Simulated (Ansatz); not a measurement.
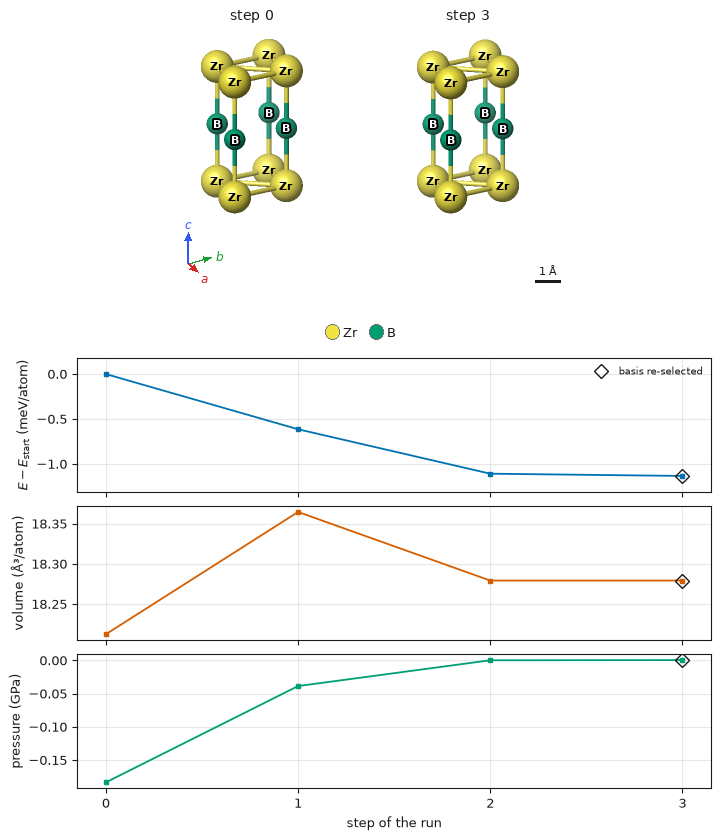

First and last geometry of a relaxation of crystalline ZrB (a generated structure, set up in P6/mmm), with the history of the run. A ball-and-stick model of the cell of the calculation, seen slightly off an axis.

All numbers below come from DFT PBE, scalar-relativistic, plane waves, PAW in Ansatz 0.2.0. Set-up: plane-wave cutoff 420 eV; k-point mesh 24 × 24 × 12; occupations gaussian; smearing width 0.1 eV; no spin polarisation; cell and atoms relaxed; force threshold 0.01 eV/Å; at most 80 steps.

Did the run converge, and what did it change?

It converged. No atom moves by more than 0.005 Å relative to the cell. The drawn cell changes as follows: a = b 2.951 → 2.965 Å (+0.5 %), c 4.831 → 4.802 Å (−0.6 %); the volume changes by +0.4 %. Among the contacts that change: B–Zr 2.416 → 2.401 Å, Zr–Zr 2.951 → 2.965 Å. The space group stays P6/mmm (No. 191). Over 2 accepted moves (3 points after the start) the energy falls by 1.1 meV per atom. All forces vanish by symmetry, so only the cell relaxes. Pressure: −0.18 GPa at the start and 0.00 GPa at the end. At 1 point the geometry stayed and the basis and grid were re-selected for the new cell (energy shift of less than 0.05 meV per atom at most each time).
